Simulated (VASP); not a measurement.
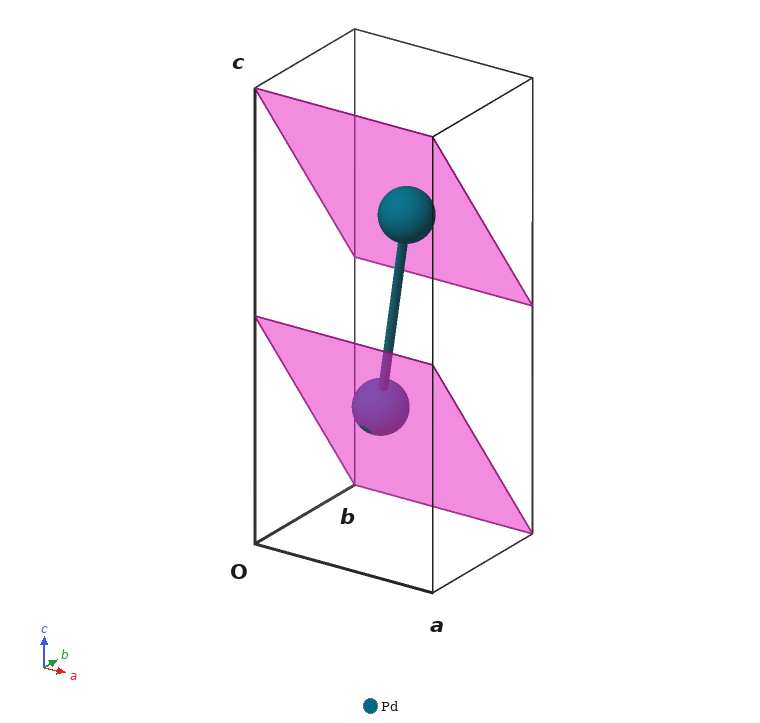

Every member of one family of equally spaced planes, hx + ky + lz = a whole number, that cuts the unit cell is shaded (one member passes through the origin O, touching the cell only at an edge or corner). Crystal: Pd, a cell listed in the Materials Project, as set up for an electronic-structure calculation. Symmetry computed with spglib at a tolerance of 0.002 Å; standard conventional cell.

a = 2.784 Å, b = 2.784 Å, c = 4.629 Å, α = 90.00°, β = 90.00°, γ = 120.00°.

What are the Miller indices?

(0 1 2), in four indices (0 1 −1 2); the opposite sign names the same planes. The member next to the origin meets the axes a never, b at 1, c at 1/2.

What is the spacing?

d = 1.670 Å.

Which atoms of the cell lie in these planes (within 0.03 Å)?

No atom.

The space group is P6_3/mmc, No. 194. How many reflections hkl are equivalent to this one (itself included), and does it occur?

12 reflections are equivalent in the Laue class 6/mmm. The space group allows the reflection.
